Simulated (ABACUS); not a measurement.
Run report: Nb, geometry relaxation (part 2 of 2)

Continued. System: Nb (Im-3m, 1 atom in the cell). Method: Kohn-Sham DFT of a periodic cell, PBEsol, PseudoDojo NC SR 0.4.1 PBE standard, no spin polarisation (ABACUS 3.10.1); cutoff 1360.57 eV, 10×10×10 k-mesh, fermi-dirac of 0.05 eV. The structure derives from an entry of the Crystallography Open Database.

Geometry of the input (Å; fractional positions):
```
1.6640  1.6640  1.6640
-1.6640  1.6640  1.6640
-1.6640  -1.6640  1.6640
Nb 0.0000  0.0000  0.0000
```

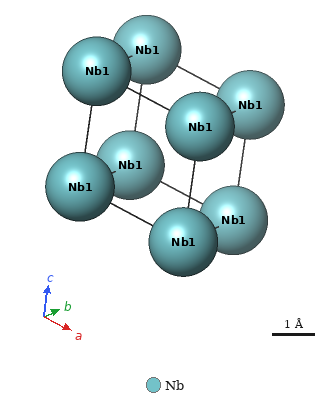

**Figure 1.** The geometry at step 2 of the log (spheres-only view of the cell of the calculation, seen slightly off an axis; atoms are numbered from 1 in the order of the input).

### What the program printed, continued
```
----------------------------------------------------------
 E_KohnSham     -124.3562889803      -1691.9541122668
 E_KS(sigma->0) -124.3557057712      -1691.9461773003
 E_Harris       -124.3562889519      -1691.9541118803
 E_band         -5.2738941718        -71.7550113852
 E_one_elec     -15.7745671479       -214.6239966946
 E_Hartree      15.0871368074        205.2710270867
 E_xc           -25.8702524778       -351.9828423974
 E_Ewald        -97.7974397439       -1330.6024303284
 E_entropy(-TS) -0.0011664182        -0.0158699332
 E_descf        0.0000000000         0.0000000000
 E_exx          0.0000000000         0.0000000000
 E_Fermi        1.2803834019         17.4205098910
----------------------------------------------------------

 charge density convergence is achieved
 final etot is -1691.9541123 eV
 EFERMI = 17.420509891 eV

 STATE ENERGY(eV) AND OCCUPATIONS    NSPIN == 1
[... levels at 47 further k points ...]

 correction force for each atom along direction 1 is -1.32562e-14
 correction force for each atom along direction 2 is -1.07113e-13
 correction force for each atom along direction 3 is 1.80103e-14
------------------------------------------------------------------------------------------
 TOTAL-FORCE (eV/Angstrom)
------------------------------------------------------------------------------------------
                       Nb1         0.0000000000         0.0000000000         0.0000000000
------------------------------------------------------------------------------------------

----------------------------------------------------------------
 TOTAL-STRESS (KBAR)
----------------------------------------------------------------
       -76.8258381765         0.0000000000         0.0000000000
         0.0000000000       -76.8258381765         0.0000000000
         0.0000000000         0.0000000000       -76.8258381765
----------------------------------------------------------------
 TOTAL-PRESSURE: -76.825838 KBAR

 Largest gradient in force is 0.000000 eV/A.
 Threshold is 0.020000 eV/A.

 Largest gradient in stress is 76.825838 kbar.
 Threshold is 0.500000 kbar.

 Relaxation is not converged yet!
DIRECT COORDINATES
    atom                   x                   y                   z     mag                  vx                  vy                  vz
taud_Nb1            0.0000000000        0.0000000000        0.0000000000  0.0000        0.0000000000        0.0000000000        0.0000000000

                          Volume (Bohr^3) = 108.593226
                             Volume (A^3) = 16.091837

 Lattice vectors: (Cartesian coordinate: in unit of a_0)
            +0.477909           +0.477909           +0.477909
            -0.477909           +0.477909           +0.477909
            -0.477909           -0.477909           +0.477909
 Reciprocal vectors: (Cartesian coordinate: in unit of 2 pi/a_0)
            +1.046225           -0.000000           +1.046225
            -1.046225           +1.046225           -0.000000
            +0.000000           -1.046225           +1.046225

 -------------------------------------------
 STEP OF RELAXATION : 2
 -------------------------------------------

[... set-up of the moved cell ...]

 LCAO ALGORITHM --------------- ION=   2  ELEC=   1--------------------------------

 Density error is 0.012656670164
----------------------------------------------------------
     Energy           Rydberg                 eV
----------------------------------------------------------
 E_KohnSham     -124.3520142287      -1691.8959512877
 E_Harris       -124.0950917639      -1688.4003418219
 E_Fermi        1.4927092989         20.3093519226
----------------------------------------------------------

[... 5 further cycles ...]
 LCAO ALGORITHM --------------- ION=   2  ELEC=   7--------------------------------

 Density error is 0.000000000938
----------------------------------------------------------
     Energy           Rydberg                 eV
----------------------------------------------------------
 E_KohnSham     -124.3524703193      -1691.9021567180
 E_KS(sigma->0) -124.3520032022      -1691.8958012648
 E_Harris       -124.3524703179      -1691.9021566987
 E_band         -2.4065948011        -32.7434020728
 E_one_elec     -9.4721238827        -128.8748569668
 E_Hartree      13.4866826260        183.4957308308
 E_xc           -26.0480162067       -354.4014420071
 E_Ewald        -102.3180786218      -1392.1088776685
 E_entropy(-TS) -0.0009342341        -0.0127109064
 E_descf        0.0000000000         0.0000000000
 E_exx          0.0000000000         0.0000000000
 E_Fermi        1.4999103937         20.4073278432
----------------------------------------------------------

 charge density convergence is achieved
 final etot is -1691.90215671801 eV
 EFERMI = 20.40732784317 eV

 STATE ENERGY(eV) AND OCCUPATIONS    NSPIN == 1
[... levels at 47 further k points ...]

 correction force for each atom along direction 1 is -0.000000
 correction force for each atom along direction 2 is 0.000000
 correction force for each atom along direction 3 is -0.000000
------------------------------------------------------------------------------------------
 TOTAL-FORCE (eV/Angstrom)
------------------------------------------------------------------------------------------
                       Nb1         0.0000000000         0.0000000000         0.0000000000
------------------------------------------------------------------------------------------

----------------------------------------------------------------
 TOTAL-STRESS (KBAR)
----------------------------------------------------------------
       170.8723949179         0.0000000000        -0.0000000000
        -0.0000000000       170.8723949179        -0.0000000000
        -0.0000000000        -0.0000000000       170.8723949179
----------------------------------------------------------------
 TOTAL-PRESSURE: 170.872395 KBAR

 Largest gradient in force is 0.000000 eV/A.
 Threshold is 0.020000 eV/A.

 Largest gradient in stress is 170.872395 kbar.
 Threshold is 0.500000 kbar.

 Relaxation is not converged yet!
DIRECT COORDINATES
    atom                   x                   y                   z     mag                  vx                  vy                  vz
taud_Nb1            0.0000000000        0.0000000000        0.0000000000  0.0000        0.0000000000        0.0000000000        0.0000000000

                          Volume (Bohr^3) = 118.635724
                             Volume (A^3) = 17.579979

 Lattice vectors: (Cartesian coordinate: in unit of a_0)
            +0.492209           +0.492209           +0.492209
            -0.492209           +0.492209           +0.492209
            -0.492209           -0.492209           +0.492209
 Reciprocal vectors: (Cartesian coordinate: in unit of 2 pi/a_0)
            +1.015829           -0.000000           +1.015829
            -1.015829           +1.015829           -0.000000
            +0.000000           -1.015829           +1.015829

 -------------------------------------------
 STEP OF RELAXATION : 3
 -------------------------------------------

[... set-up of the moved cell ...]

 LCAO ALGORITHM --------------- ION=   3  ELEC=   1--------------------------------

 Density error is 0.021704182219
----------------------------------------------------------
     Energy           Rydberg                 eV
----------------------------------------------------------
 E_KohnSham     -124.3565214372      -1691.9572750051
 E_Harris       -124.8186778228      -1698.2452352164
 E_Fermi        1.3650598460         18.5725920160
----------------------------------------------------------

[... 5 further cycles ...]
 LCAO ALGORITHM --------------- ION=   3  ELEC=   7--------------------------------

 Density error is 0.000000001994
----------------------------------------------------------
     Energy           Rydberg                 eV
----------------------------------------------------------
 E_KohnSham     -124.3578729755      -1691.9756636267
 E_KS(sigma->0) -124.3572840003      -1691.9676502085
 E_Harris       -124.3578729975      -1691.9756639263
 E_band         -4.3106881882        -58.6499216612
 E_one_elec     -13.6045426990       -185.0992993908
 E_Hartree      14.5225205441        197.5890287215
 E_xc           -25.9291895793       -352.7847228009
 E_Ewald        -99.3454832909       -1351.6646433200
 E_entropy(-TS) -0.0011779503        -0.0160268366
 E_descf        0.0000000000         0.0000000000
 E_exx          0.0000000000         0.0000000000
 E_Fermi        1.3529579471         18.4079372349
----------------------------------------------------------

 charge density convergence is achieved
 final etot is -1691.97566362674 eV
 EFERMI = 18.40793723488 eV

 STATE ENERGY(eV) AND OCCUPATIONS    NSPIN == 1
[... levels at 47 further k points ...]

 correction force for each atom along direction 1 is 0.000000
 correction force for each atom along direction 2 is -0.000000
 correction force for each atom along direction 3 is -0.000000
------------------------------------------------------------------------------------------
 TOTAL-FORCE (eV/Angstrom)
------------------------------------------------------------------------------------------
                       Nb1         0.0000000000         0.0000000000         0.0000000000
------------------------------------------------------------------------------------------

----------------------------------------------------------------
 TOTAL-STRESS (KBAR)
----------------------------------------------------------------
        -1.8951100209         0.0000000000         0.0000000000
         0.0000000000        -1.8951100209        -0.0000000000
        -0.0000000000         0.0000000000        -1.8951100209
----------------------------------------------------------------
 TOTAL-PRESSURE: -1.895110 KBAR

 Largest gradient in force is 0.000000 eV/A.
 Threshold is 0.020000 eV/A.

 Largest gradient in stress is 1.895110 kbar.
 Threshold is 0.500000 kbar.

 Relaxation is not converged yet!
DIRECT COORDINATES
    atom                   x                   y                   z     mag                  vx                  vy                  vz
taud_Nb1            0.0000000000        0.0000000000        0.0000000000  0.0000        0.0000000000        0.0000000000        0.0000000000

                          Volume (Bohr^3) = 118.511983
                             Volume (A^3) = 17.561643

 Lattice vectors: (Cartesian coordinate: in unit of a_0)
            +0.492038           +0.492038           +0.492038
            -0.492038           +0.492038           +0.492038
            -0.492038           -0.492038           +0.492038
 Reciprocal vectors: (Cartesian coordinate: in unit of 2 pi/a_0)
            +1.016183           -0.000000           +1.016183
            -1.016183           +1.016183           -0.000000
            +0.000000           -1.016183           +1.016183

 -------------------------------------------
 STEP OF RELAXATION : 4
 -------------------------------------------

[... set-up of the moved cell ...]

 LCAO ALGORITHM --------------- ION=   4  ELEC=   1--------------------------------

 Density error is 0.008893247999
----------------------------------------------------------
     Energy           Rydberg                 eV
----------------------------------------------------------
 E_KohnSham     -124.3576473327      -1691.9725935989
 E_Harris       -124.1730494259      -1689.4610102281
 E_Fermi        1.3497508754         18.3643027858
----------------------------------------------------------

[... 4 further cycles ...]
 LCAO ALGORITHM --------------- ION=   4  ELEC=   6--------------------------------

 Density error is 0.000000091729
----------------------------------------------------------
     Energy           Rydberg                 eV
----------------------------------------------------------
 E_KohnSham     -124.3578739366      -1691.9756767032
 E_KS(sigma->0) -124.3572846479      -1691.9676590200
 E_Harris       -124.3578722120      -1691.9756532387
 E_band         -4.2889389629        -58.3540082694
 E_one_elec     -13.5562499041       -184.4422422073
 E_Hartree      14.5101338269        197.4204987881
 E_xc           -25.9305317201       -352.8029835634
 E_Ewald        -99.3800475620       -1352.1349143543
 E_entropy(-TS) -0.0011785773        -0.0160353663
 E_descf        0.0000000000         0.0000000000
 E_exx          0.0000000000         0.0000000000
 E_Fermi        1.3546127819         18.4304524168
----------------------------------------------------------

 charge density convergence is achieved
 final etot is -1691.97567670319 eV
 EFERMI = 18.43045241681 eV

 STATE ENERGY(eV) AND OCCUPATIONS    NSPIN == 1
 1/47 kpoint (Cartesian) = 0.00000 0.00000 0.00000 (535 pws)
       1     -35.782907       0.002000
       2     -11.070300       0.002000
       3     -11.070300       0.002000
       4     -11.070300       0.002000
       5      12.470768       0.002000
       6      18.760164       0.000003
       7      18.760164       0.000003
       8      18.760164       0.000003
       9      21.772910       0.000000
      10      21.772910       0.000000
      11      32.790074       0.000000

 2/47 kpoint (Cartesian) = 0.00000 0.10162 0.10162 (530 pws)
       1     -35.757116       0.024000
       2     -11.223419       0.024000
       3     -11.116468       0.024000
       4     -11.071733       0.024000
       5      12.886211       0.024000
       6      18.503762       0.004501
       7      18.683955       0.000150
       8      19.166128       0.000000
       9      21.422620       0.000000
      10      21.783640       0.000000
      11      33.137866       0.000000

 3/47 kpoint (Cartesian) = 0.00000 0.20324 0.20324 (530 pws)
       1     -35.688938       0.024000
       2     -11.611933       0.024000
       3     -11.235840       0.024000
       4     -11.075499       0.024000
       5      13.915726       0.024000
       6      17.903123       0.023999
       7      18.368607       0.018601
       8      20.337479       0.000000
       9      21.140938       0.000000
      10      21.845863       0.000000
      11      33.506893       0.000000

 4/47 kpoint (Cartesian) = 0.00000 0.30485 0.30485 (526 pws)
       1     -35.603359       0.024000
       2     -12.070037       0.024000
       3     -11.380171       0.024000
       4     -11.080255       0.024000
       5      14.714415       0.024000
       6      17.266322       0.024000
       7      18.531888       0.002789
       8      21.436002       0.000000
       9      22.037992       0.000000
      10      22.106959       0.000000
      11      32.401433       0.000000

 5/47 kpoint (Cartesian) = 0.00000 0.40647 0.40647 (527 pws)
       1     -35.533121       0.024000
       2     -12.425511       0.024000
       3     -11.494203       0.024000
       4     -11.084332       0.024000
       5      14.683957       0.024000
       6      16.813362       0.024000
       7      19.866329       0.000000
       8      21.815042       0.000000
       9      22.356548       0.000000
      10      24.038331       0.000000
      11      30.825443       0.000000

 6/47 kpoint (Cartesian) = 0.00000 0.50809 0.50809 (524 pws)
       1     -35.506059       0.012000
       2     -12.557984       0.012000
       3     -11.537168       0.012000
       4     -11.085933       0.012000
       5      14.558868       0.012000
       6      16.652089       0.012000
       7      20.861259       0.000000
       8      21.816465       0.000000
       9      22.528056       0.000000
      10      25.029843       0.000000
      11      30.173846       0.000000

[... levels at 41 further k points ...]

 correction force for each atom along direction 1 is 0.000000
 correction force for each atom along direction 2 is -0.000000
 correction force for each atom along direction 3 is -0.000000
------------------------------------------------------------------------------------------
 TOTAL-FORCE (eV/Angstrom)
------------------------------------------------------------------------------------------
                       Nb1         0.0000000000         0.0000000000         0.0000000000
------------------------------------------------------------------------------------------

----------------------------------------------------------------
 TOTAL-STRESS (KBAR)
----------------------------------------------------------------
        -0.1119676166        -0.0000000000         0.0000000000
         0.0000000000        -0.1119676166         0.0000000000
         0.0000000000         0.0000000000        -0.1119676166
----------------------------------------------------------------
 TOTAL-PRESSURE: -0.111968 KBAR

 Largest gradient in force is 0.000000 eV/A.
 Threshold is 0.020000 eV/A.

 Largest gradient in stress is 0.111968 kbar.
 Threshold is 0.500000 kbar.

 Relaxation is converged!

 --------------------------------------------
 !FINAL_ETOT_IS -1691.9756767031888103 eV
 --------------------------------------------
```

### File mulliken.txt
```
 3
CALCULATE THE MULLIkEN ANALYSIS FOR EACH ATOM
 Total charge:	13
Decomposed Mulliken populations
0                             Zeta of Nb              Spin 1
s                                      0              1.9917
s                                      1              0.9064
s                                      2             -0.0189
SUM OVER M+Zeta                                       2.8792

pz                                     0              1.9956
px                                     0              1.9953
py                                     0              1.9950
SUM OVER M                                            5.9860
pz                                     1              0.1775
px                                     1              0.0590
py                                     1              0.1064
SUM OVER M                                            0.3429
SUM OVER M+Zeta                                       6.3288

dz^2                                   0              0.5600
dxz                                    0              0.8591
dyz                                    0              0.7736
dx^2-y^2                               0              0.8259
dxy                                    0              0.7721
SUM OVER M                                            3.7906
dz^2                                   1             -0.0162
dxz                                    1             -0.0133
dyz                                    1             -0.0616
dx^2-y^2                               1             -0.0030
dxy                                    1             -0.0159
SUM OVER M                                           -0.1100
SUM OVER M+Zeta                                       3.6807

fz^3                                   0              0.0078
fxz^2                                  0              0.0071
fyz^2                                  0              0.0128
fzx^2-zy^2                             0              0.0427
fxyz                                   0              0.0121
fx^3-3*xy^2                            0              0.0156
f3yx^2-y^3                             0              0.0133
SUM OVER M                                            0.1113
SUM OVER M+Zeta                                       0.1113

SUM OVER M+Zeta+L                                    13.0000

Total Charge on atom:                 Nb             13.0000
```

### Trajectory as extended XYZ (Å, eV, eV/Å), 4 frames, from step=0 to step=3
```
1
Lattice="1.6640 1.6640 1.6640 -1.6640 1.6640 1.6640 -1.6640 -1.6640 1.6640" Properties=species:S:1:pos:R:3:forces:R:3 step=0 energy=-1691.95411 pressure_GPa=-7.68
Nb    0.0000    0.0000    0.0000    0.0000   0.0000   0.0000
1
Lattice="1.5904 1.5904 1.5904 -1.5904 1.5904 1.5904 -1.5904 -1.5904 1.5904" Properties=species:S:1:pos:R:3:forces:R:3 step=1 energy=-1691.90216 pressure_GPa=17.09
Nb    0.0000    0.0000    0.0000    0.0000   0.0000   0.0000
1
Lattice="1.6380 1.6380 1.6380 -1.6380 1.6380 1.6380 -1.6380 -1.6380 1.6380" Properties=species:S:1:pos:R:3:forces:R:3 step=2 energy=-1691.97566 pressure_GPa=-0.19
Nb    0.0000    0.0000    0.0000    0.0000   0.0000   0.0000
1
Lattice="1.6375 1.6375 1.6375 -1.6375 1.6375 1.6375 -1.6375 -1.6375 1.6375" Properties=species:S:1:pos:R:3:forces:R:3 step=3 energy=-1691.97568 pressure_GPa=-0.01
Nb    0.0000    0.0000    0.0000    0.0000   0.0000   0.0000
```
